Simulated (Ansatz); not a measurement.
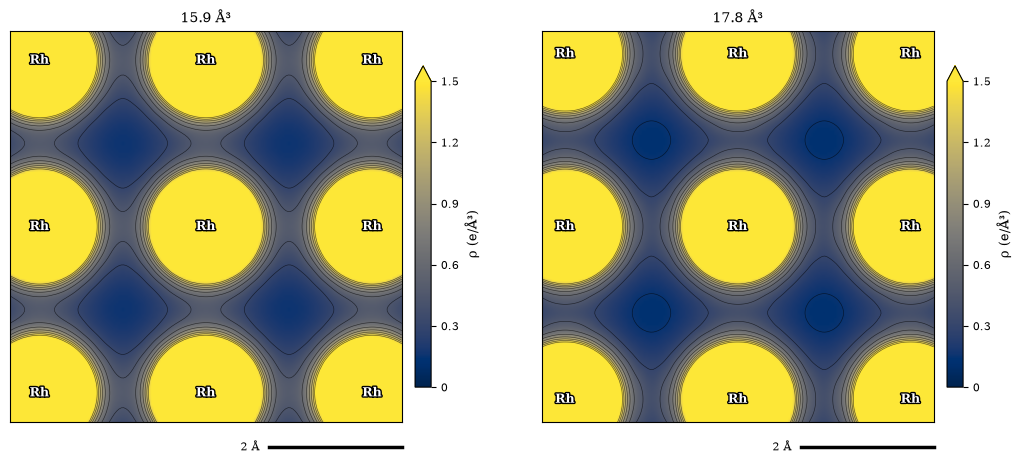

Rh. The valence electron density of cells scaled evenly to different volumes (given per atom above each panel), on the (001) plane of each (indices in the axes of the cell below), at one length scale and on one colour scale.

A generated structure, not necessarily the stable one; the program warned that a starting moment wasn't kept; spin-polarised, but the moments vanished.

These are results of Ansatz 0.2.0, DFT, r2SCAN, plane waves (500 eV) with PAW, scalar-relativistic, not measurements.

In a PAW calculation such maps are meaningful between the atoms, not at the nuclei.

The largest cell:

```
Rh
1.0
     2.60921    0.00000    0.00000
     0.00000    2.60921    0.00000
     0.00000    0.00000    2.60921
Rh
1
Direct
  0.00000 0.00000 0.00000
```

| volume (Å³/atom) | Rh–Rh contact in the plane (Å) | ρ at its midpoint (e/Å³) | pressure (GPa) | 
| --- | --- | --- | --- |
| 15.86 | 2.512 | 0.486 | −0.1 | 
| 17.13 | 2.578 | ? | ? | 
| 17.76 | 2.609 | 0.391 | −13.1 | 

Q: What values belong in the row with question marks?

A: Over the known rows ln ρ falls by 2.24 per Å of Rh–Rh distance (the line through the two), which gives 0.419 e/Å³ at 2.578 Å; the calculation gives 0.429 e/Å³. For the pressure, a straight line in volume between the neighbouring rows gives −8.8 GPa; the calculation gives −13.0, lower because pressure rises ever faster on compression.
